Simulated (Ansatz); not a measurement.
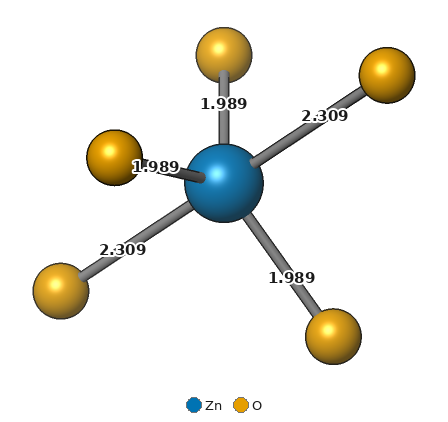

The surroundings of site Zn1 (at 0.333, 0.667, 0.250) in ZnO (P6_3/mmc, No. 194), with bond lengths in Å.

Source of the atomic positions: the end point of a relaxation with DFT, PBE, plane waves, PAW in Ansatz; the starting structure was generated, so it need not be a known form of this composition.

```
CELL_PARAMETERS angstrom
3.44432 0.00000 0.00000
-1.72216 2.98286 0.00000
0.00000 0.00000 4.61802
ATOMIC_POSITIONS crystal
Zn 0.33333 0.66667 0.25000
Zn 0.66667 0.33333 0.75000
O 0.66667 0.33333 0.25000
O 0.33333 0.66667 0.75000
```

Bond valence s = exp((R0 − d)/b), R0 fitted to published crystal structures with b = 0.37 Å; R0 in Å: Zn2+–O 1.689.

**Calculate the bond-valence sum of Zn1 from the bonds drawn.**

3 × 0.444 + 2 × 0.187 = 1.71 v.u., against a formal valence of 2: underbonded (bonds long for this ion) by 0.29.

**And over the whole structure?**

```
site              x, y, z  formal valence  bond-valence sum  difference
 Zn1  0.333, 0.667, 0.250              +2              1.73       -0.27
  O1  0.667, 0.333, 0.250              −2              1.73       -0.27
```

These sums include all anions within 5 Å. The global instability index (root mean square of the differences over all atoms) is 0.27 v.u.: above 0.2, which by the usual rule of thumb marks a strained structure. Cells relaxed with PBE tend to have slightly long bonds, which lowers the sums.
